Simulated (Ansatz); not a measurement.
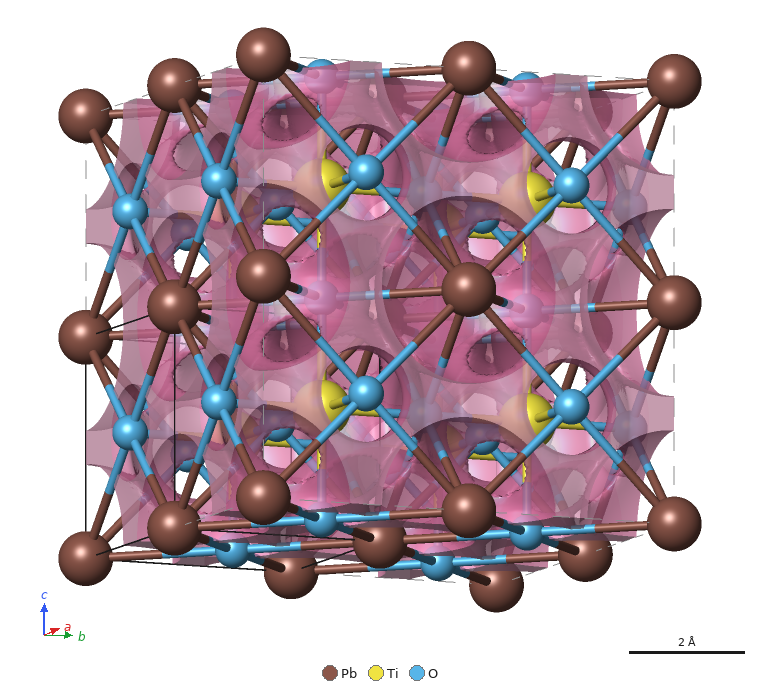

The pink surface encloses the points that the centre of a probe sphere of radius 0.20 Å can occupy in TiPbO3 (Pm-3m, No. 221), computed on a grid of about 0.11 Å (2×2×2 cells shown, view from a free direction; pale faces close the region where the box cuts it).

Atoms are hard spheres with covalent radii (Cordero): Pb 1.46 Å, Ti 1.60 Å, O 0.66 Å.

Source of the atomic positions: the end point of a relaxation (final pressure about 3.3 GPa) with DFT, PAW plane waves, r2scan+U (Ansatz).

```
Pb Ti O
1.0
     3.91992    0.00000    0.00000
     0.00000    3.91992    0.00000
     0.00000    0.00000    3.91992
Pb Ti O
1 1 3
Direct
  0.00000 0.00000 0.00000
  0.50000 0.50000 0.50000
  0.00000 0.50000 0.50000
  0.50000 0.00000 0.50000
  0.50000 0.50000 0.00000
```

**Is the space open to the probe made of pockets or channels?**

Where they connect, they form a three-dimensional network.

**What share of the cell can the probe's centre reach?**

About 22 % of the volume (13 Å³ of 60.2 Å³).

**Give the largest included and the largest free sphere.**

The largest sphere that fits anywhere has a diameter of 1.24 Å; the largest that can travel through the crystal, about 0.7 Å.

**How does the connectivity change as the probe shrinks?**

Below a radius of about 0.35 Å the space forms a three-dimensional network. These are grid estimates, good to about 0.05 Å.
